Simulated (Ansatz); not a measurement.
**TiAl (slab): density, localisation and related maps**

```yaml
crystal:
  lattice:
    - [2.81056, 0.00000, 0.00000]
    - [0.00000, 4.06500, 0.00000]
    - [0.00000, 0.00000, 24.83697]
  atoms:
    - { symbol: Al, position: [0.50000, 0.50000, 0.30620] }
    - { symbol: Ti, position: [0.00000, 0.00000, 0.35845] }
    - { symbol: Al, position: [0.50000, 0.50000, 0.41563] }
    - { symbol: Ti, position: [0.00000, 0.00000, 0.47293] }
    - { symbol: Al, position: [0.50000, 0.50000, 0.52836] }
    - { symbol: Ti, position: [0.00000, 0.00000, 0.58470] }
    - { symbol: Al, position: [0.50000, 0.50000, 0.64156] }
    - { symbol: Ti, position: [0.00000, 0.00000, 0.69217] }
```

Computed without spin polarisation.

All numbers below come from Ansatz, DFT r2SCAN, scalar-relativistic, plane waves, PAW.

In a PAW calculation such maps are meaningful between the atoms, not at the nuclei.

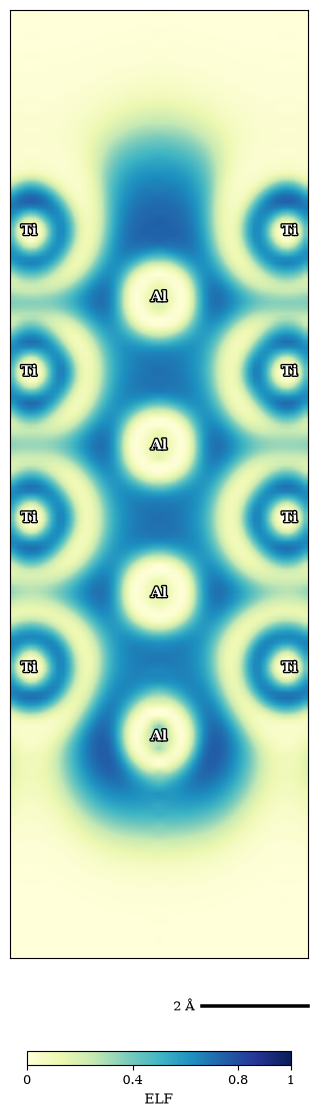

Figure 1. Electron localisation function on the (110) plane of the calculation cell, a cut from vacuum to vacuum.

Question: What do the fields say about this system?

Answer: Atoms in the plane: Al and Ti.
Ti–Ti (2.67 Å): the ELF is about 0.35 at the midpoint.
Al–Al (2.72 Å): the ELF peaks at about 0.70 between the atoms.
Ti–Al (2.77 Å): the ELF is about 0.40 at the midpoint.
Ti–Ti (2.78 Å): the ELF is about 0.35 at the midpoint.
Al–Al (2.80 Å): the ELF peaks at about 0.70 between the atoms.
The features right at Ti lie inside the PAW spheres, where the map follows smoothed inner orbitals and isn't to be read closely.

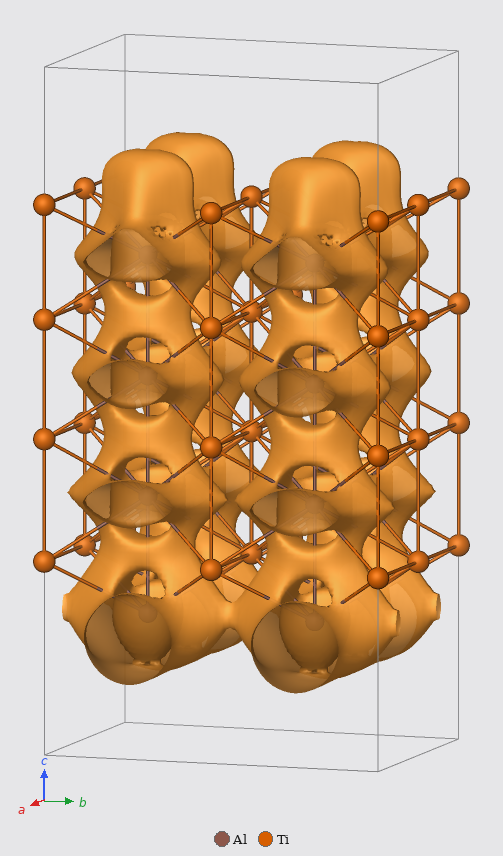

Figure 2. Isosurface of the electron localisation function at 0.6 (orange), seen slightly off an axis. Only the valence region is drawn (cores and ρ < 0.01 e/Å³ removed). Sticks mark near contacts.

Question: What do the ELF domains correspond to?

Answer: At this value the surface marks out sheets that run through the cell in two directions, counted in one cell of 8 atoms. Counts are for one cell; the picture repeats the cell along the surface.

Question: Metal or insulator at this level of theory?

Answer: It is gapless in this calculation (a metal or semimetal).
